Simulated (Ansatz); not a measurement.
BN: geometry relaxation (part 2 of 2)

Continued. System: BN (4 atoms in the cell). Method: DFT PBE, scalar-relativistic, plane waves, PAW, no spin polarisation (Ansatz 0.2.0); cutoff 420 eV, 12×12×6 k-mesh, fixed occupations. The structure derives from a Materials Project entry. It belongs to a series of runs on one base structure; here: relaxed at 22 GPa.

Geometry of the input (Å; fractional positions):
```
2.5305  0.0000  0.0000
-1.2653  2.1915  0.0000
0.0000  0.0000  4.1857
B  0.6667  0.3333  0.9997
B  0.3333  0.6667  0.4997
N  0.6667  0.3333  0.6253
N  0.3333  0.6667  0.1253
```

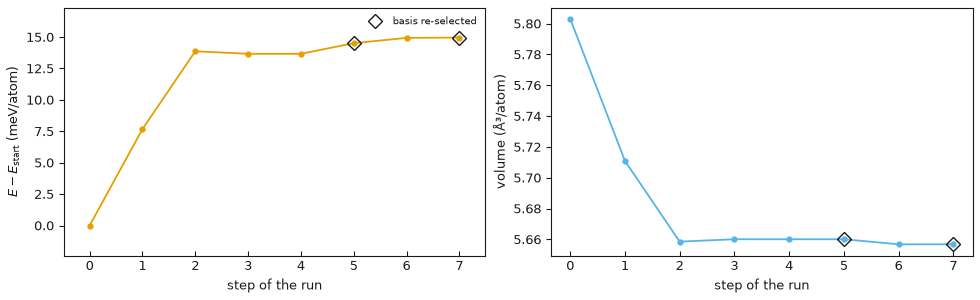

Progress of the relaxation, step by step (the first geometry is step 0 here and step 1 in the log).

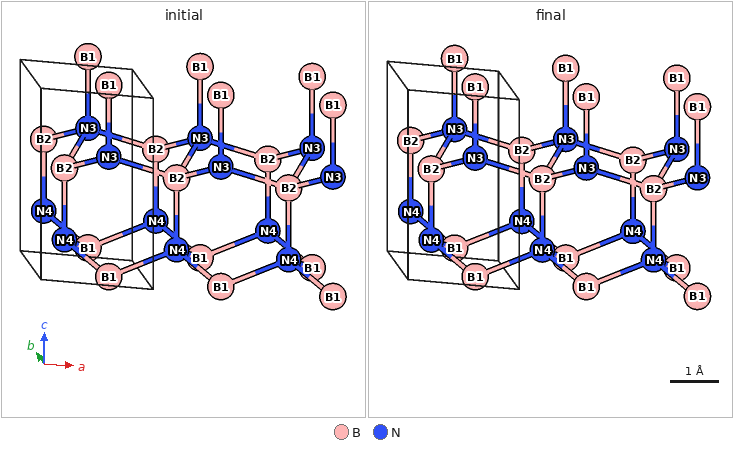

Before (left) and after (right) the relaxation, at one scale (ball-and-stick view of the cell of the calculation, repeated 3 × 2 × 1, seen slightly off an axis). No atom moves by more than 0.005 Å relative to the cell. The drawn cell changes as follows: a = b 2.531 → 2.509 Å (−0.9 %), c 4.186 → 4.151 Å (−0.8 %); the volume changes by −2.5 %. Distances before and after: B1–N3 1.567 → 1.553 Å, B1–N4 1.553 → 1.540 Å. The space group stays P6_3mc (No. 186). The energy rises by 14.9 meV per atom in 5 geometry steps. With the target pressure of 22 GPa, the enthalpy E + pV changes by −5.2 meV per atom. Pressure: 10.99 GPa at the start and 21.98 GPa at the end. The basis was re-selected once at an unchanged geometry, which shifts the energy a little without any move. The energy change given includes the shifts at the re-selections in mid-walk, which come without any move. A last SCF at the same geometry on a re-selected plane-wave basis shifts the energy by +0.0 meV per atom. (Atoms are counted from 1 in the order of the input.)

```
basis re-selected at this cell: Δ(F+E_penalty+E_count) = +9.203e-5 eV, ΔP = -0.003 GPa vs the last step (what re-selecting the basis moved, of the pressure what is left beyond the Pulay correction that the steps carried, after the strain that the cell walked since its last selection, with what the two solves' SCF thresholds leave and, on support functions, any second-order correction that the steps lacked; it is no measure of the basis error at this ecutwfc). This SCF's stress stands 1.76e-2 GPa from its target on what of the cell is left free (relax.cell.stress_tol is 2.00e-2 GPa) and its largest allowed force component is 4.82e-5 eV/Å (relax.f_tol is 1.00e-3 eV/Å): within both
SCF converged after 5 iterations
Free energy (F): -1084.400828 eV
Harris-Foulkes:  -1084.400828 eV  (|F-HF|=9.09e-13)
Internal energy: -1084.400828 eV  (E = F + TS)
E sigma→0 (E₀):  -1084.400828 eV
Fermi energy:    12.064068 eV
--- Per-component energies (eV) ---
  E_band       = 60.685151
  E_kinetic    = 376.616169
  E_local      = -344.014418  (includes V_loc(G=0)·N_el)
  E_nonlocal   = 114.011608
  E_hartree    = 96.887943
  E_xc         = -188.237174
  E_vxc        = -234.226459  (∫ρ·V_xc dr)
  E_paw        = -413.435266  (= ΣΔE_a)
  E_vpaw       = -45.477839  (= ΣTr[D̂ρ^β])
  E_aug_tail   = 0.000201  (compensation charges beyond the density's cutoff)
  E_ewald      = -726.229891
  E_smearing   = -0.000000  (= −TS)
  E_closure    = 0.000000  (closes the sum)
  Σ components = -1084.400828   (vs F -1084.400828, Δ=0.00e0)
--- Forces (eV/Å), atoms counted from 1 ---
  atom   1  B      0.00000000     0.00000000    -0.00004803
  atom   2  B     -0.00000000     0.00000000    -0.00004803
  atom   3  N     -0.00000000    -0.00000000     0.00004833
  atom   4  N      0.00000000     0.00000000     0.00004833
  max |Σ_I F_I| component: 6.08e-7 eV/Å
--- Stress (GPa, compression-positive) ---
       21.982444      -0.000000       0.000000
       -0.000000      21.982444       0.000000
        0.000000       0.000000      21.988262
  P = ⅓ Tr σ = 21.9844 GPa (219.844 kbar)
--- Band table (eV; the first three rows and the last of 76) ---
  k-point 0: bands = ["-8.8633", "-4.5034", "0.7110", "9.8395", "9.8395", "11.7541", "12.0641", "12.0641", "20.6198", "20.6198", "20.9231", "22.1232"]
  k-point 1: bands = ["-8.6910", "-5.1144", "1.6254", "9.9622", "9.9622", "10.8359", "11.8786", "11.8786", "20.8265", "20.8265", "21.2843", "22.1040"]
  k-point 2: bands = ["-8.1807", "-6.2690", "3.6676", "8.6903", "10.3114", "10.3114", "11.4057", "11.4057", "21.4000", "21.4000", "21.7568", "22.0505"]
  k-point 75: bands = ["-3.1358", "-3.1358", "2.9423", "2.9423", "3.9576", "3.9576", "8.8794", "8.8794", "21.7342", "21.7342", "22.4119", "22.4119"]
--- Relaxed structure (6 steps of the walk, 6 accepted, 2 SCFs on fresh bases) ---
  F+E_penalty+E_count = -1084.40082843 eV   max|allowed force component| = 4.818e-5 eV/Å   (the final SCF, on the basis selected at the relaxed cell)
  cell:  # Å, volume = 22.6272 Å³
    - [2.5089342162122032, 2.8621023078581147e-11, 7.9083248267858955e-19]
    - [-1.254467108130888, 2.172800767649457, -3.954162413471076e-19]
    - [1.3080769084148234e-18, 1.8545225197032611e-34, 4.150710805039523]
  atoms:
    - { symbol: B, position: [0.6666666666666666, 0.33333333333333326, 0.9996059880697274] }
    - { symbol: B, position: [0.3333333333333333, 0.6666666666666665, 0.4996059880697274] }
    - { symbol: N, position: [0.6666666666666666, 0.33333333333333326, 0.6253940119302724] }
    - { symbol: N, position: [0.3333333333333333, 0.6666666666666665, 0.12539401193027253] }
```

## Trajectory as extended XYZ (Å, eV, eV/Å), 8 frames, from step=1 to step=8
```
4
Lattice="2.5305 0.0000 0.0000 -1.2653 2.1915 0.0000 0.0000 0.0000 4.1857" Properties=species:S:1:pos:R:3:forces:R:3 step=1 energy=-1084.46067 pressure_GPa=10.99
B     1.2653    0.7305    4.1844    0.0000   0.0000   0.0000
B     0.0000    1.4610    2.0916    0.0000   0.0000   0.0000
N     1.2653    0.7305    2.6173    0.0000   0.0000   0.0000
N     0.0000    1.4610    0.5245    0.0000   0.0000   0.0000
4
Lattice="2.5168 0.0000 0.0000 -1.2584 2.1796 0.0000 0.0000 0.0000 4.1642" Properties=species:S:1:pos:R:3:forces:R:3 step=2 energy=-1084.42995 pressure_GPa=17.95
B     1.2584    0.7265    4.1627    0.0000   0.0000  -0.0014
B     0.0000    1.4531    2.0806    0.0000   0.0000  -0.0014
N     1.2584    0.7265    2.6041    0.0000   0.0000   0.0014
N     0.0000    1.4531    0.5220    0.0000   0.0000   0.0014
4
Lattice="2.5092 0.0000 0.0000 -1.2546 2.1731 0.0000 0.0000 0.0000 4.1509" Properties=species:S:1:pos:R:3:forces:R:3 step=3 energy=-1084.40519 pressure_GPa=22.13
B     1.2546    0.7244    4.1494    0.0000   0.0000  -0.0034
B     0.0000    1.4487    2.0739    0.0000   0.0000  -0.0034
N     1.2546    0.7244    2.5959    0.0000   0.0000   0.0034
N     0.0000    1.4487    0.5204    0.0000   0.0000   0.0034
4
Lattice="2.5094 0.0000 0.0000 -1.2547 2.1732 0.0000 0.0000 0.0000 4.1516" Properties=species:S:1:pos:R:3:forces:R:3 step=4 energy=-1084.40600 pressure_GPa=22.00
B     1.2547    0.7244    4.1500    0.0000   0.0000  -0.0009
B     0.0000    1.4488    2.0742    0.0000   0.0000  -0.0009
N     1.2547    0.7244    2.5964    0.0000   0.0000   0.0009
N     0.0000    1.4488    0.5206    0.0000   0.0000   0.0009
4
Lattice="2.5094 0.0000 0.0000 -1.2547 2.1732 0.0000 0.0000 0.0000 4.1515" Properties=species:S:1:pos:R:3:forces:R:3 step=5 energy=-1084.40600 pressure_GPa=22.00
B     1.2547    0.7244    4.1499    0.0000   0.0000  -0.0007
B     0.0000    1.4488    2.0741    0.0000   0.0000  -0.0007
N     1.2547    0.7244    2.5963    0.0000   0.0000   0.0007
N     0.0000    1.4488    0.5206    0.0000   0.0000   0.0007
4
Lattice="2.5094 0.0000 0.0000 -1.2547 2.1732 0.0000 0.0000 0.0000 4.1515" Properties=species:S:1:pos:R:3:forces:R:3 step=6 energy=-1084.40262 pressure_GPa=21.72
B     1.2547    0.7244    4.1499    0.0000   0.0000  -0.0009
B     0.0000    1.4488    2.0741    0.0000   0.0000  -0.0009
N     1.2547    0.7244    2.5963    0.0000   0.0000   0.0009
N     0.0000    1.4488    0.5206    0.0000   0.0000   0.0009
4
Lattice="2.5089 0.0000 0.0000 -1.2545 2.1728 0.0000 0.0000 0.0000 4.1507" Properties=species:S:1:pos:R:3:forces:R:3 step=7 energy=-1084.40092 pressure_GPa=21.99
B     1.2545    0.7243    4.1491    0.0000   0.0000   0.0000
B     0.0000    1.4485    2.0737    0.0000   0.0000   0.0000
N     1.2545    0.7243    2.5958    0.0000   0.0000   0.0001
N     0.0000    1.4485    0.5205    0.0000   0.0000   0.0001
4
Lattice="2.5089 0.0000 0.0000 -1.2545 2.1728 0.0000 0.0000 0.0000 4.1507" Properties=species:S:1:pos:R:3:forces:R:3 step=8 energy=-1084.40083 pressure_GPa=21.98
B     1.2545    0.7243    4.1491    0.0000   0.0000   0.0000
B     0.0000    1.4485    2.0737    0.0000   0.0000   0.0000
N     1.2545    0.7243    2.5958    0.0000   0.0000   0.0000
N     0.0000    1.4485    0.5205    0.0000   0.0000   0.0000
```

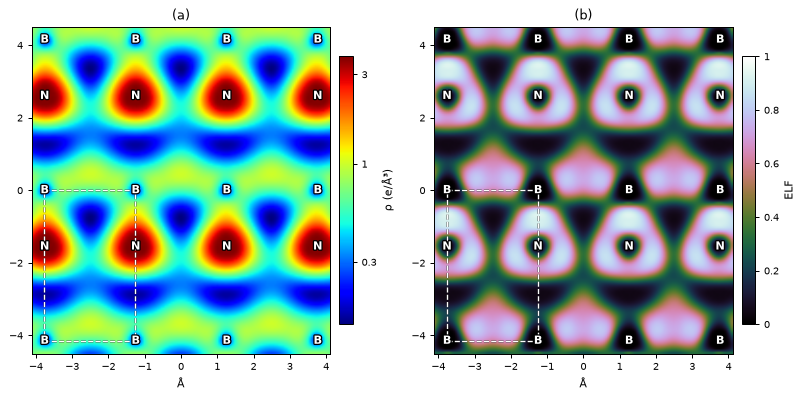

(a) valence pseudo-density; (b) electron localisation function on the (100) plane of the conventional cell. B–N (1.55 Å): the density is about 1.5 e/Å³ at the midpoint; the ELF peaks at about 0.95 between the atoms (a shared but strongly polarised pair). Away from the nuclei the density in this plane falls to 0.14 e/Å³ at its lowest. Core electrons are frozen (PAW), so the fields are smoothed inside the atomic spheres.

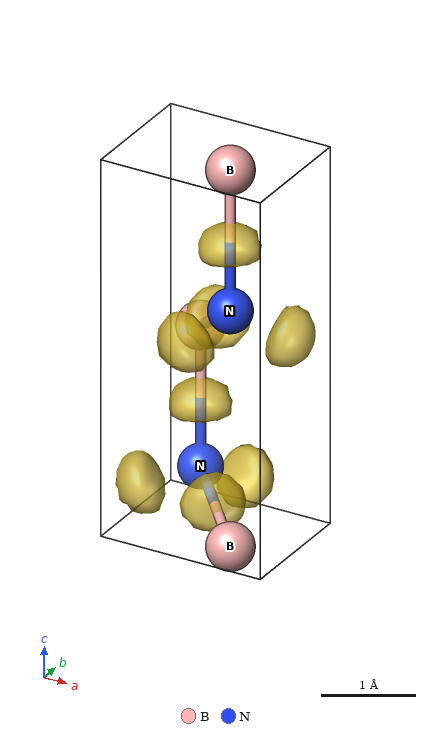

Isosurface of the ELF at 0.85 (yellow), seen slightly off an axis. Only the valence region is drawn (cores and ρ < 0.01 e/Å³ removed). Sticks mark near contacts. The outline is the cell set on symmetry axes. The ELF exceeds this value in eight regions between bonded B–N atoms (shared pairs), counted in one cell of 4 atoms. Along the contacts the grid gives the following. B–N (1.54 Å): the ELF peaks at about 0.95 between the atoms (a polar covalent bond).

## Results in brief

| quantity | value |
| --- | --- |
| outcome | converged |
| space group (tolerance 0.01 Å) | P6₃mc (186) |
| electrons treated | 16 |
| free energy | −1084.4008 eV |
| Fermi energy | 12.064 eV |
| gap on the k-point mesh | 5.11 eV |
| pressure | 21.98 GPa |
| final volume | 22.63 Å³ |
| largest force (length of the vector) at the end | under 0.001 eV/Å |
| final cell | a = 2.509 Å, b = 2.509 Å, c = 4.151 Å, α = 90.00°, β = 90.00°, γ = 120.00° |
| wall time | 14 s |
| peak memory | 0.37 GiB |

## Notes

The cell was relaxed to the target pressure of the input; what is minimised is then the enthalpy E + pV.
